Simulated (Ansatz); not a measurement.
# LaBi (model cell, started as CsCl type): a soft mode frozen in, part 2 of 3

Aim: this structure of LaBi (model cell, started as CsCl type) is to be tested for unstable modes, and one is followed downhill.

Ansatz 0.2.0; DFT PBEsol, scalar-relativistic, plane waves, PAW.

So far, highest frequency on the path or at a solved wavevector (cm⁻¹): step 2 (the dispersion) 118. Also lowest frequency on the path (cm⁻¹): step 2 -53.8.

The structure was built from a prototype and need not be the compound's stable phase.

## (5) Energy along the mode, all amplitudes (two of the runs are shown above)

An imaginary frequency means negative curvature, so the energy should fall and then rise again as anharmonic terms take over.

Numbers from this step:

* depth at the lowest point sampled: 7.145 meV/atom
* largest atomic shift at that point: 0.22 Å

Energy from the parent against largest atomic shift:

```
largest atomic shift (Å)  energy from the parent (meV/atom)
                   0.000                                  0
                   0.040                             -0.663
                   0.080                              -2.36
                   0.140                              -5.35
                   0.220                              -7.14
                   0.320                             -0.887
                   0.450                               33.0
```

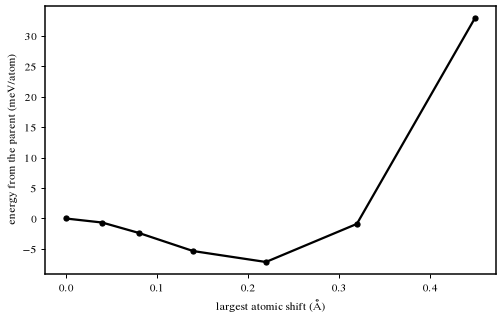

Energy from the parent, plotted against largest atomic shift.

Displacement at unit largest shift by atom:

```
atom   x (Å)   y (Å)  z (Å)   size
 La1   0.707   0.707  0.000  1.000
 La2  -0.707  -0.707  0.000  1.000
 Bi3   0.000   0.000  0.000  0.000
 Bi4   0.000   0.000  0.000  0.000
```

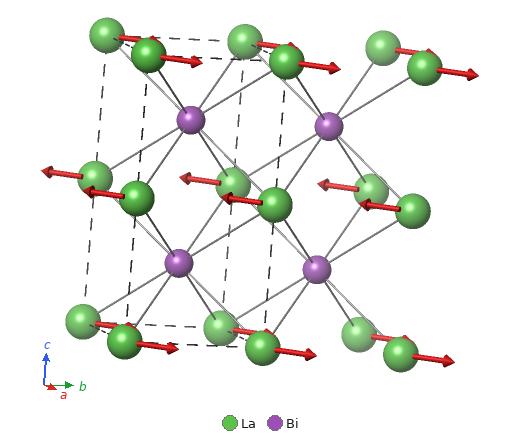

Displacement at unit largest shift as arrows, the longest 1.000 Å. 1×2×1 cells are drawn. Some periodic images of atoms are drawn too.

The lowest of the steps tried is at 0.22 Å, 7.14 meV/atom below the parent; the bottom of the well need not coincide with a step.

## (6) Relaxation from the frozen mode

Starting from the lowest point found, all atoms and the cell are let go, so that strain and other modes of the same symmetry can join in.

Contents of input.yaml:

```yaml
crystal:
  lattice:
    - [3.9810793579, 0.0, 0.0]
    - [0.0, 3.9810793579, 0.0]
    - [0.0, 0.0, 7.9621587158]
  atoms:
    - { symbol: La, position: [0.0390757073, 0.0390757073, 0.0] }
    - { symbol: La, position: [-0.0390757073, -0.0390757073, 0.5] }
    - { symbol: Bi, position: [0.5, 0.5, 0.25] }
    - { symbol: Bi, position: [0.5, 0.5, 0.75] }
kpoints:
  mp_grid: { grid: [10, 10, 6] }
hamiltonian:
  xc: pbesol
scf:
  occupations: { method: methfessel_paxton, width: 0.15 }
output:
  forces: true
  stress: true
  eigenvalues: true
relax:
  adjacent_minimum: "off"
  f_tol: 0.002
  max_steps: 120
  cell: { stress_tol: 0.03 }
```

Command:

```sh
> ansatz run input.yaml --threads 4 --pin off --max-ram 7168MiB --backend cpu --events-out ev --progress --plain --runs-dir out
```

Numbers of over 12 decimals in the logs are rounded to 6 here.

What it wrote:

```text
[...]
Crystal: 4 atoms, lattice volume = 126.192 Å³
Basis set: ecut = 420 eV, 2475 PW (Γ), exchange–correlation on 54×54×108 points (8 copies of the dense FFT grid, shifted against one another)
Bands: 32, of which v1, the nominal top of the filled ones, is band 26 counted from 1 (25 counted from 0)
Symmetry: 8 space group operations
[...]
k-points: 124 of 600
[...]
SCF iter   1: F=—  HF=-36810.035476 eV  |F-HF|=—  |Δ(HF+E_count)|=         —  Δρ=6.61e-3  dr2=9.13e-2  ethr=1.77e-3  ⟨swp⟩=5.7  Hψ=17552  notcnv=0
[...]
SCF iter   6: F=-36810.017401 eV  HF=-36810.017401 eV  |F-HF|=1.69e-8  |Δ(HF+E_count)|=   2.33e-8  S|Δr|=    0.00e0  Δρ=7.84e-6  dr2=6.47e-8  ethr=1.92e-10  ⟨swp⟩=13.4  Hψ=24720  notcnv=0
SCF 1 converged in 6 iterations: F = -36810.017401 eV  dr2 = 6.47e-8
[...]
relax step   1: F+E_penalty+E_count = -36810.01740071 eV  Δ(F+E_penalty+E_count) = +0.000e0 eV  max|allowed force component| = 9.669e-3 eV/Å  Δτ_max = 0.0000 Å  P = +0.498 GPa  Ω = 126.192 Å³  (6 SCF iters, dr2 threshold 1.00e-7 eV, accepted)
Crystal: 4 atoms, lattice volume = 127.879 Å³
Basis set: ecut = 420 eV, 2479 PW (Γ), exchange–correlation on 54×54×108 points (8 copies of the dense FFT grid, shifted against one another)
[...]
SCF iter   5: F=-36810.023593 eV  HF=-36810.023593 eV  |F-HF|=6.08e-8  |Δ(HF+E_count)|=   4.01e-7  S|Δr|=    0.00e0  Δρ=9.56e-6  dr2=1.50e-7  ethr=7.69e-10  ⟨swp⟩=9.4  Hψ=26438  notcnv=0
SCF 2 converged in 5 iterations: F = -36810.023593 eV  dr2 = 1.50e-7
relax step   2: F+E_penalty+E_count = -36810.02359286 eV  Δ(F+E_penalty+E_count) = -6.192e-3 eV  max|allowed force component| = 2.510e-2 eV/Å  Δτ_max = 0.0016 Å  P = -0.272 GPa  Ω = 127.879 Å³  energy of the carried Pulay correction = -1.530e-4 eV  (5 SCF iters, dr2 threshold 4.00e-7 eV, accepted)
Crystal: 4 atoms, lattice volume = 128.984 Å³
Basis set: ecut = 420 eV, 2507 PW (Γ), exchange–correlation on 54×54×108 points (8 copies of the dense FFT grid, shifted against one another)
[...]
SCF iter   5: F=-36810.035140 eV  HF=-36810.035140 eV  |F-HF|=2.03e-8  |Δ(HF+E_count)|=   4.46e-8  S|Δr|=    0.00e0  Δρ=7.69e-6  dr2=7.02e-8  ethr=7.69e-10  ⟨swp⟩=11.8  Hψ=26501  notcnv=0
SCF 3 converged in 5 iterations: F = -36810.035140 eV  dr2 = 7.02e-8
[...]
relax step   3: F+E_penalty+E_count = -36810.03513995 eV  Δ(F+E_penalty+E_count) = -1.155e-2 eV  max|allowed force component| = 4.114e-2 eV/Å  Δτ_max = 0.0128 Å  P = -0.697 GPa  Ω = 128.984 Å³  energy of the carried Pulay correction = -2.521e-4 eV  (5 SCF iters, dr2 threshold 4.00e-7 eV, accepted)
[... from here on, the SCF cycles and remarks between the steps are left out ...]
relax step   4: F+E_penalty+E_count = -36810.11739366 eV  Δ(F+E_penalty+E_count) = -8.225e-2 eV  max|allowed force component| = 3.986e-2 eV/Å  Δτ_max = 0.0316 Å  P = -1.158 GPa  Ω = 131.045 Å³  energy of the carried Pulay correction = -4.347e-4 eV  (6 SCF iters, dr2 threshold 4.00e-7 eV, accepted)
relax step   5: F+E_penalty+E_count = -36810.14171684 eV  Δ(F+E_penalty+E_count) = -2.432e-2 eV  max|allowed force component| = 3.090e-2 eV/Å  Δτ_max = 0.0146 Å  P = -0.961 GPa  Ω = 131.095 Å³  energy of the carried Pulay correction = -4.391e-4 eV  (5 SCF iters, dr2 threshold 4.00e-7 eV, accepted)
relax step   6: F+E_penalty+E_count = -36810.15397952 eV  Δ(F+E_penalty+E_count) = -1.226e-2 eV  max|allowed force component| = 1.491e-2 eV/Å  Δτ_max = 0.0153 Å  P = +0.219 GPa  Ω = 129.025 Å³  energy of the carried Pulay correction = -2.558e-4 eV  (7 SCF iters, dr2 threshold 4.00e-7 eV, accepted)
relax step   7: F+E_penalty+E_count = -36810.15254675 eV  Δ(F+E_penalty+E_count) = +1.433e-3 eV  max|allowed force component| = 6.330e-2 eV/Å  Δτ_max = 0.0612 Å  P = +0.018 GPa  Ω = 128.998 Å³  energy of the carried Pulay correction = -2.533e-4 eV  (7 SCF iters, dr2 threshold 4.00e-7 eV, rejected (line search))
relax step   8: F+E_penalty+E_count = -36810.15869696 eV  Δ(F+E_penalty+E_count) = -4.717e-3 eV  max|allowed force component| = 2.690e-3 eV/Å  Δτ_max = 0.0078 Å  P = -0.013 GPa  Ω = 129.270 Å³  energy of the carried Pulay correction = -2.776e-4 eV  (9 SCF iters, accepted)
relax step   9: F+E_penalty+E_count = -36810.15957723 eV  Δ(F+E_penalty+E_count) = -8.803e-4 eV  max|allowed force component| = 2.627e-3 eV/Å  Δτ_max = 0.0006 Å  P = -0.043 GPa  Ω = 129.139 Å³  energy of the carried Pulay correction = -2.659e-4 eV  (5 SCF iters, dr2 threshold 1.37e-7 eV, accepted)
relax step  10: F+E_penalty+E_count = -36810.15969366 eV  Δ(F+E_penalty+E_count) = -1.164e-4 eV  max|allowed force component| = 6.219e-4 eV/Å  Δτ_max = 0.0084 Å  P = -0.002 GPa  Ω = 128.938 Å³  energy of the carried Pulay correction = -2.479e-4 eV  (6 SCF iters, dr2 threshold 9.94e-9 eV, accepted)
relax step  11: F+E_penalty+E_count = -36810.15971650 eV  Δ(F+E_penalty+E_count) = -2.283e-5 eV  max|allowed force component| = 2.270e-4 eV/Å  Δτ_max = 0.0053 Å  P = -0.008 GPa  Ω = 128.864 Å³  energy of the carried Pulay correction = -2.414e-4 eV  (8 SCF iters, accepted)
relax step  12: F+E_penalty+E_count = -36810.16082182 eV  Δ(F+E_penalty+E_count) = -1.105e-3 eV  max|allowed force component| = 1.994e-4 eV/Å  Δτ_max = 0.0000 Å  P = +0.014 GPa  Ω = 128.864 Å³  stress off target by 5.13e-2 GPa  SCF on the basis re-selected at this cell (its energy is not comparable with the rows above)  (6 SCF iters)
relax step  13: F+E_penalty+E_count = -36810.16084382 eV  Δ(F+E_penalty+E_count) = -2.200e-5 eV  max|allowed force component| = 2.759e-4 eV/Å  Δτ_max = 0.0041 Å  P = -0.005 GPa  Ω = 128.999 Å³  energy of the carried Pulay correction = -1.216e-5 eV  (5 SCF iters, dr2 threshold 6.59e-9 eV, accepted)
[...]
SCF iter   5: F=-36810.160856 eV  HF=-36810.160856 eV  |F-HF|=7.28e-12  |Δ(HF+E_count)|=  5.09e-11  S|Δr|=    0.00e0  Δρ=4.27e-8  dr2=9.19e-13  ethr=1.00e-12  ⟨swp⟩=5.9  Hψ=21824  notcnv=0
SCF 14 converged in 5 iterations: F = -36810.160856 eV  dr2 = 9.19e-13
relax step  14: F+E_penalty+E_count = -36810.16085621 eV  Δ(F+E_penalty+E_count) = -1.239e-5 eV  max|allowed force component| = 2.709e-4 eV/Å  Δτ_max = 0.0000 Å  P = -0.005 GPa  Ω = 128.999 Å³  stress off target by 1.22e-2 GPa  SCF on the basis re-selected at this cell (its energy is not comparable with the rows above)  (5 SCF iters)
[...]
SCF converged after 5 iterations
[...]
Free energy (F): -36810.160856 eV
[...]
Internal energy: -36810.162326 eV  (E = F + TS)
E sigma→0 (E₀):  -36810.161224 eV
Entropy (-TS):   0.001470 eV (0.367 meV/atom)
Fermi energy:    11.901204 eV
[...]
--- Forces (eV/Å), atoms counted from 1 ---
  atom   1  La     0.00027086     0.00027086     0.00000000
  atom   2  La    -0.00027086    -0.00027086     0.00000000
  atom   3  Bi     0.00000000     0.00000000     0.00000000
  atom   4  Bi     0.00000000     0.00000000     0.00000000
  max |Σ_I F_I| component: 3.03e-28 eV/Å
--- Stress (GPa, compression-positive) ---
       -0.006394       0.005811       0.000000
        0.005811      -0.006394       0.000000
        0.000000       0.000000      -0.003096
  P = ⅓ Tr σ = -0.0053 GPa (-0.053 kbar)
--- Band table (eV; the first three rows and the last of 124) ---
  k-point 0: bands = [... 22 lower, 11.2639, 11.2927, 11.5112, 11.7258, 12.3205, 12.3945, 12.8806, 13.3441, ... 2 higher]
  k-point 1: bands = [... 22 lower, 10.7629, 11.2539, 11.5695, 12.0040, 12.3240, 12.4025, 12.7431, 13.3713, ... 2 higher]
  k-point 2: bands = [... 22 lower, 10.8701, 11.1503, 11.7472, 12.2483, 12.3277, 12.4097, 12.5390, 13.2336, ... 2 higher]
  k-point 123: bands = [... 22 lower, 9.2985, 9.2985, 9.6881, 9.6881, 12.9041, 12.9041, 13.5321, 13.5321, ... 2 higher]
--- Relaxed structure (12 steps of the walk, 11 accepted, 2 SCFs on fresh bases) ---
  F+E_penalty+E_count = -36810.16085621 eV   max|allowed force component| = 2.709e-4 eV/Å   (the final SCF, on the basis selected at the relaxed cell)
  cell:  # Å, volume = 128.9992 Å³
    - [3.935858, 0.378810, 0.0]
    - [0.378810, 3.935858, 0.0]
    - [0.0, 0.0, 8.405235]
  atoms:
    - { symbol: La, position: [0.051550, 0.051550, 0] }
    - { symbol: La, position: [-0.051550, -0.051550, 0.5] }
    - { symbol: Bi, position: [0.5, 0.5, 0.25] }
    - { symbol: Bi, position: [0.5, 0.5, 0.750000] }
```

It took 2.1 min on 4 threads of Arm Neoverse V2, shared host; peak memory 0.74 GiB.

The steps of the relaxation:

```
step  energy less that of the first step (eV)  largest force component (eV/Å)  pressure (GPa)  volume (Å³)
   1                                   0.0000                          0.0097            0.50       126.19
   2                                  -0.0062                          0.0251           -0.27       127.88
   3                                  -0.0177                          0.0411           -0.70       128.98
   4                                  -0.1000                          0.0399           -1.16       131.05
   5                                  -0.1243                          0.0309           -0.96       131.10
   6                                  -0.1366                          0.0149            0.22       129.03
   7                                  -0.1351                          0.0633            0.02       129.00
   8                                  -0.1413                          0.0027           -0.01       129.27
   9                                  -0.1422                          0.0026           -0.04       129.14
  10                                  -0.1423                          0.0006            0.00       128.94
  11                                  -0.1423                          0.0002           -0.01       128.86
 12*                                  -0.1434                          0.0002            0.01       128.86
  13                                  -0.1434                          0.0003           -0.01       129.00
 14*                                  -0.1435                          0.0003           -0.01       129.00
```

Relaxation steps marked * repeat the geometry before them on a plane-wave basis chosen anew for their cell, so energy and pressure can jump there. Relaxation step 7 was tried and not accepted.

Forces are held to the 8 operations that the run works with; a distortion that breaks them can't arise in this run.

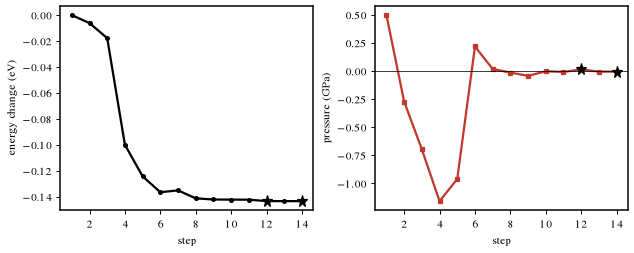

Energy and pressure along the relaxation. Stars mark steps on a basis chosen anew.

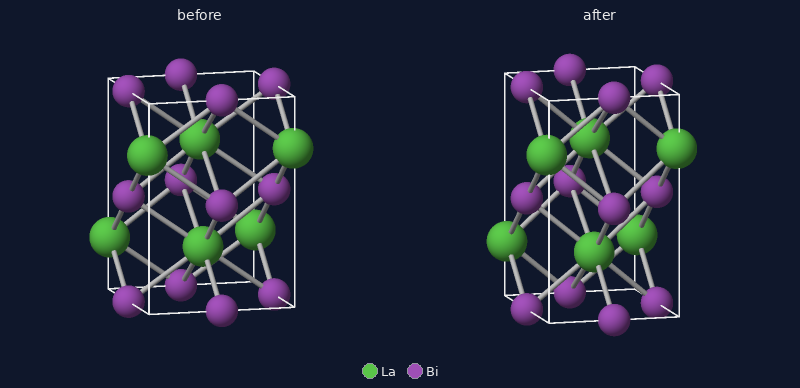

Before and after, at one scale.

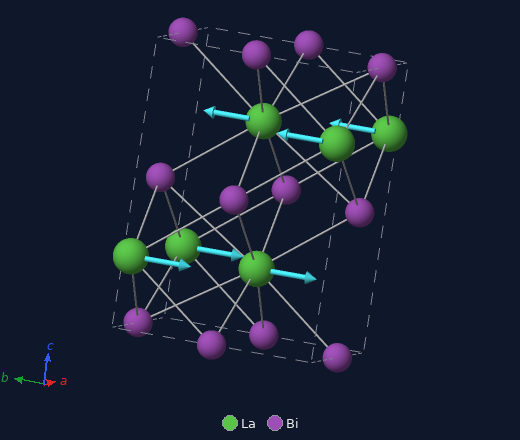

Displacements in the relaxation, exaggerated, measured against the changing cell; the longest in the cell stands for 0.08 Å. Some periodic images of atoms are drawn too.

```
conventional cell, symmetrised  before  after   change
                         a (Å)   5.630  5.030  -10.7 %
                         b (Å)   5.630  6.102   +8.4 %
                         c (Å)   7.962  8.405   +5.6 %
              volume (Å³/atom)   31.55  32.25   +2.2 %
```

The atoms that moved most (Å, as changes of fractional coordinates times the final cell):

```
atom      dx      dy     dz  length
 La1   0.054   0.054  0.000   0.076
 La2  -0.054  -0.054  0.000   0.076
```

The relaxed structure:

```xyz
4
Lattice="3.9359 0.3788 0.0000 0.3788 3.9359 0.0000 0.0000 0.0000 8.4052" Properties=species:S:1:pos:R:3 pbc="T T T"
La    0.2224    0.2224    0.0000
La   -0.2224   -0.2224    4.2026
Bi    2.1573    2.1573    2.1013
Bi    2.1573    2.1573    6.3039
```

This step gave:

```yaml
pressure: -0.005295 GPa
volume_per_atom: 32.25 Å³
```

The distorted start has space group Cmcm; the relaxation ends in Cmcm.

## (7) The new phase in its own primitive cell

The relaxed structure is symmetrised, reduced to its primitive cell and relaxed tightly, as its phonons need.

input.yaml, the sections that differ from step 6:

```yaml
crystal:
  lattice:
    - [2.5152127855, -3.0509305332, 0.0]
    - [2.5152127855, 3.0509305332, 0.0]
    - [0.0, 0.0, 8.405235288]
  atoms:
    - { symbol: La, position: [0.9484502434, 0.0515497566, 0.75] }
    - { symbol: La, position: [0.0515497566, 0.9484502434, 0.25] }
    - { symbol: Bi, position: [0.5, 0.5, 0.0] }
    - { symbol: Bi, position: [0.5, 0.5, 0.5] }
relax:
  adjacent_minimum: "off"
  f_tol: 0.001
  max_steps: 60
  cell: { stress_tol: 0.01 }
# kpoints, hamiltonian, scf, output: as in step 6
```

What it wrote:

```text
[...]
Crystal: 4 atoms, lattice volume = 128.999 Å³
Basis set: ecut = 420 eV, 2555 PW (Γ), exchange–correlation on 54×54×120 points (8 copies of the dense FFT grid, shifted against one another)
Bands: 32, of which v1, the nominal top of the filled ones, is band 26 counted from 1 (25 counted from 0)
Symmetry: 8 space group operations
[...]
k-points: 124 of 600
[...]
--- Relaxed structure (2 steps of the walk, 2 accepted, 1 SCFs on fresh bases) ---
[...]
cell:  # Å, volume = 128.9822 Å³
    - [2.514800, -3.051001, 0]
    - [2.514800, 3.051001, 0]
    - [0, 0, 8.405313]
  atoms:
    - { symbol: La, position: [0.948408, 0.051592, 0.75] }
    - { symbol: La, position: [0.051592, 0.948408, 0.250000] }
    - { symbol: Bi, position: [0.5, 0.5, 0] }
    - { symbol: Bi, position: [0.5, 0.5, 0.500000] }
[key lines of the parts left out:]
SCF converged after 6 iterations
Free energy (F): -36810.160857 eV
Fermi energy:    11.903126 eV
P = ⅓ Tr σ = 0.0040 GPa (0.040 kbar)
```

Elapsed: 24 s, on 4 threads; peak memory 0.74 GiB; 94 s of CPU time.

Little changed from the start: no atom moved by 0.005 Å and no cell edge by 0.1 %.

This step gave:

```yaml
pressure: 0.003990 GPa
```

The largest force component left is 0.18 meV/Å and the pressure is 0.004 GPa, within the tolerances set. The cell now holds 32.25 Å³/atom.

[end of part 2 of 3]

[Logs are printed without paths, hosts, clocks, repeated set-up lines and the standing remarks that a program may print on its own settings, such as how far it seeks lower states.]

[Hosts, paths, dates, database ids (printed as entryN), source tags and the programs' standing remarks are cut or masked in the printed files.]
